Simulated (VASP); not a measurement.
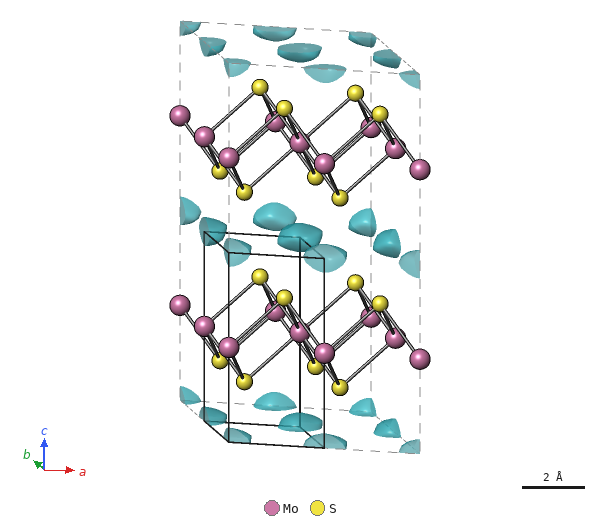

Crystal voids of MoS$_{2}$ in space group P-3m1: the teal surface encloses the regions where the procrystal electron density, the sum of the densities of spherically averaged neutral Hartree-Fock atoms, is below 0.005 e/bohr³ (2×2×2 cells, view slightly off an axis). No self-consistent density enters. Pale faces close the region where the drawn box cuts it. From Rb on the atoms have core potentials, so only their outer electrons count. The usual level for crystal voids is 0.002 e/bohr³; this crystal has almost no region below it, so a higher level is used, which marks the interstitial space of lowest density.

The cell is taken from a cell listed in the Materials Project, as set up for an electronic-structure calculation.

Space group P-3m1 (No. 164). a = 3.227 Å, b = 3.227 Å, c = 6.312 Å, α = 90.00°, β = 90.00°, γ = 120.00°
```csv
atom,site,symmetry,x,y,z
Mo,1b,-3m.,0.0000,0.0000,0.5000
S,2d,3m.,0.6667,0.3333,0.7447
```

Question: What share of the cell is void by this measure?

Answer: The voids take about 1.9 % of the cell (1.1 Å³ of 56.9 Å³) and are bounded by about 5.5 Å² of surface per cell.

Question: Are the voids connected in the whole crystal?

Answer: They are isolated pockets that do not connect across cells.

Question: How low does the density fall, and where?

Answer: To about 0.0034 e/bohr³ near 0.00, 0.00, 0.00 (fractional), 2.5 Å from the nearest nucleus.

Question: At what density do the voids first join through the crystal?

Answer: At about 0.006 e/bohr³, as a two-dimensional network in layers parallel to (001).
